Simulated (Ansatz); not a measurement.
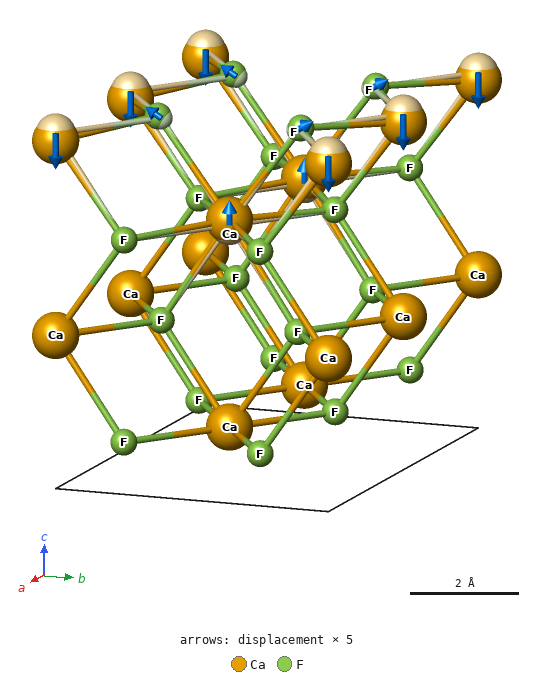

A constrained relaxation of a slab of composition CaF$_{2}$ (cut from the Fm-3m phase). The starting structure is drawn faded, the final one solid; blue arrows show the displacements, magnified 5 times.

A ball-and-stick model of the cell of the calculation, outlined in the plane, without the vacuum, seen slightly off an axis.

Case: clean slab, lower planes held. The slab is the (1 1 0) face of CaF2. 12 atoms are held fixed.

The calculation used Ansatz, DFT PBE+D3(BJ), scalar-relativistic, plane waves, PAW. (plane-wave cutoff 420 eV; k-point mesh 2 × 3 × 1; occupations gaussian; smearing width 0.05 eV; no spin polarisation; dipole correction; atoms relaxed in a fixed cell; force threshold 0.03 eV/Å; at most 70 steps)

Atoms of which element are displaced furthest, and by how much?

Answer. Calcium: up to 0.14 Å, against 0.07 Å for fluorine.

Describe the change and its energy.

Answer. The largest moves, 0.14 Å, are those of Ca atoms. Largest moves by element: Ca 0.14 Å, F 0.07 Å. The cell stays as it was. Some distances before and after: Ca–F 2.368 → 2.259 Å, Ca–F 2.368 → 2.448 Å, Ca–F 2.368 → 2.339 Å, Ca–F 2.368 → 2.360 Å. Bond angles that change, for instance: F–Ca–F 180.0° → 171.3°, F–Ca–F 70.5° → 74.9°, F–Ca–F 109.5° → 113.5°. After 5 accepted moves (6 points after the start) the energy has fallen by 0.320 eV per cell of the calculation. The largest force component goes from 1.3 to 0.0017 eV/Å. 1 step only repeated the SCF at the same geometry. The run took 70 s on 4 threads of Intel(R) Xeon(R) Platinum 8488C (Sapphire Rapids) (shared host), peak memory 1.9 GiB.
